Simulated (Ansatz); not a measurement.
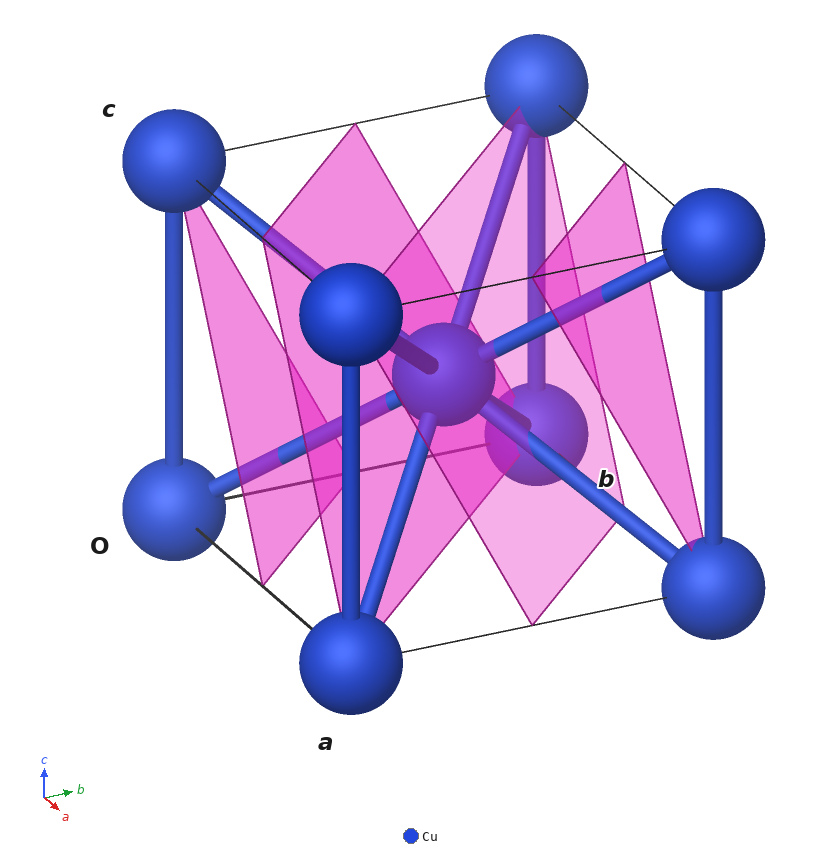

Every member of one family of equally spaced planes, hx + ky + lz = a whole number, that cuts the unit cell is shaded (one member passes through the origin O, touching the cell only at an edge or corner). Crystal: Cu, the input geometry of an electronic-structure calculation (not necessarily at equilibrium). All values are computed from the atomic coordinates in the standard setting (tolerance 0.002 Å).

a = 2.886 Å, b = 2.886 Å, c = 2.752 Å, α = 90.00°, β = 90.00°, γ = 90.00°.

> Which (hkl) family is drawn?

(2 2 1); the opposite sign names the same planes. The member next to the origin meets the axes a at 1/2, b at 1/2, c at 1.

> What is the spacing?

d = 0.957 Å.

> Which atoms of the cell lie in these planes (within 0.03 Å)?

1 of the 2 Cu.

> The space group is No. 139, I4/mmm. How many reflections hkl are equivalent to this one (itself included), and does it occur?

8 reflections are equivalent in the Laue class 4/mmm. The reflection is systematically absent, by the centring.
